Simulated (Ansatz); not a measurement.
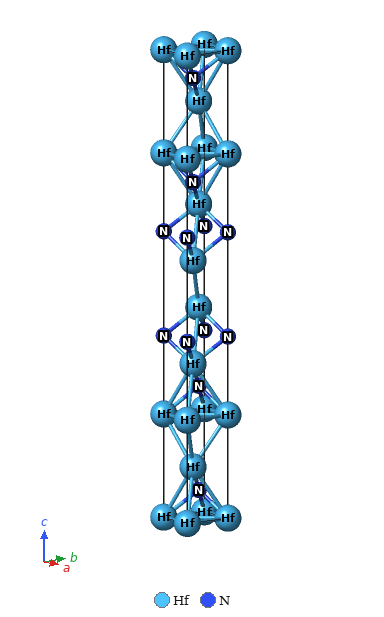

The structure above is drawn in ball-and-stick style and viewed slightly off an axis. One conventional unit cell is framed, with atoms on its boundary repeated. Cell: a = 3.23 Å, b = 3.23 Å, c = 23.39 Å, α = 90.00°, β = 90.00°, γ = 120.00°.

The cell started as a structure listed in the Materials Project. Earlier steps of the study may have refined or changed the cell and positions. An electronic-structure calculation with Ansatz was run on it.

> Caption:

The compound is Hf₃N₂. The symmetry is that of R-3m (No. 166), on a rhombohedral (trigonal R) lattice. Cell content 9 Hf, 6 N; Z = 3. Numbers of contacts at bonding distance: Hf 15 to 18 (mean 16.0) and N 6.

Calculation details: DFT PBEsol, scalar-relativistic, plane waves, PAW (Ansatz); an energy cutoff of 420 eV, k-points about 0.19 Å⁻¹ apart, Gaussian smearing of 0.1 eV, no spin polarisation.

> What is the electronic character?

A metal: bands cross the Fermi level.

> Give the Bader charge of each element.

Hf +0.88 to +1.97 e; N -1.86 e.

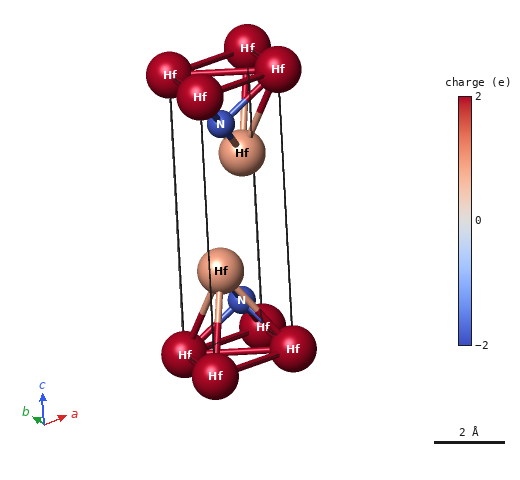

The atoms coloured by those charges. The run's cell of 5 atoms is drawn in a reduced setting, so axes and origin can differ from the first picture.

> Are forces and stress small enough to call this relaxed?

No. The largest force is 0.26 eV/Å, on Hf. The pressure is -6.9 GPa, so the cell would contract.

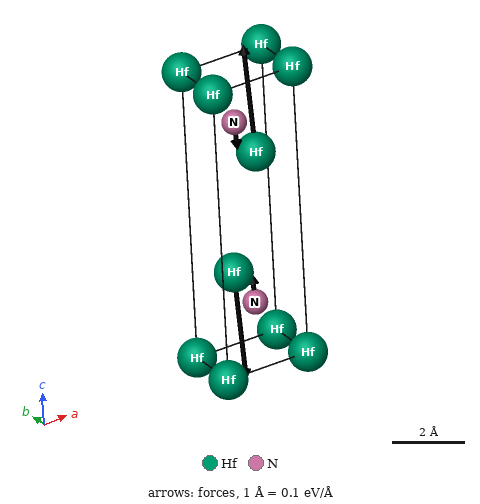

The forces as arrows. The run's cell of 5 atoms is drawn in a reduced setting, so axes and origin can differ from the first picture.
